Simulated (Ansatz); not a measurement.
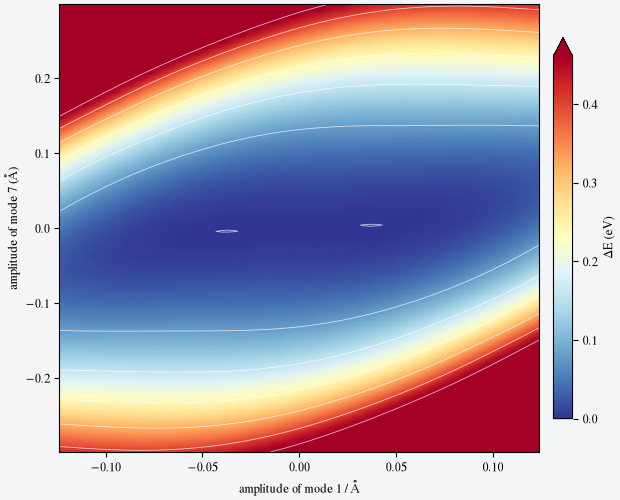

SrTiO₃ (Pm-3m, No. 221; 5 atoms in the cell). The energy is mapped over two normal modes frozen in (zone-centre modes of the 5-atom cell of this scan). The first coordinate is: amplitude of mode 1 (77i cm⁻¹), largest displacement; the second: amplitude of mode 7 (156 cm⁻¹), largest displacement. Nothing is relaxed (the cell and all other modes fixed). The grid has 9 × 9 points; 41 points were computed and 40 follow by symmetry. Points are written as (first, second). All energies are given in eV per cell relative to the lowest grid point. Computed with Ansatz, DFT PBEsol, scalar-relativistic, plane waves, PAW. Settings: cutoff 520 eV, k-mesh 8×8×8, gaussian smearing 0.05 eV, no spin polarisation.

In the figure: a smooth colour map with a few white contour lines, one colour for all values above the top of the scale. Between grid points the surface is interpolated.

The lowest grid point is at (−0.031 Å, 0.000 Å); the map holds 2 wells of about this depth. It is the only kind of minimum in the scanned range. The highest grid point, (−0.124 Å, 0.299 Å), lies 1.70 eV above the lowest. On the interpolated surface the easiest way out of the lowest well to a well of about the same depth near (0.031 Å, 0.000 Å) passes a barrier of about 0.00045 eV, counted from the interpolated bottom of the well. The gap on the k-mesh is 1.9 eV at the lowest point and runs from 1.7 to 2.0 eV over the map.

The level of theory is changed to DFT PBE, scalar-relativistic, plane waves, PAW (Ansatz); with it change the cell, relaxed at the new level (first cell vector 3.936 Å, before 3.891 Å); the new grid has 11 × 11 points, laid about the new relaxed structure.

> What does this change do to the map?

The minimum (interpolated where it lies between grid points) moves from about (−0.037 Å, −0.004 Å) to about (−0.063 Å, 0.013 Å). The easiest pass out of the lowest well goes from about 0.00045 to about 0.0041 eV on the interpolated surfaces. In the new map: the reference (Pm-3m) is not the lowest structure on this map: a distortion lowers the energy (space group P4mm at the lowest grid point). The gap on the k-mesh is 1.9 eV at the lowest point and runs from 1.6 to 2.0 eV over the map.

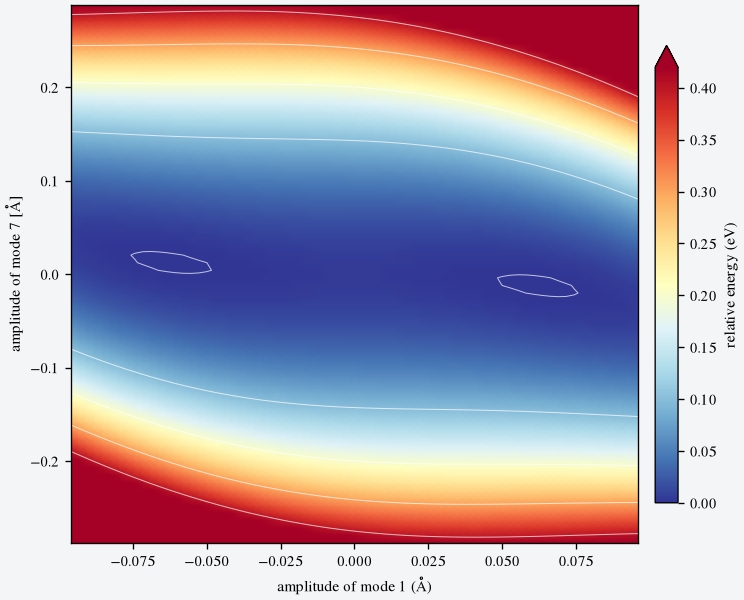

The map after the change, on a colour scale of its own. In the figure: a smooth colour map with a few white contour lines, one colour for all values above the top of the scale. Between grid points the surface is interpolated.

PAW datasets: the set soft_1.
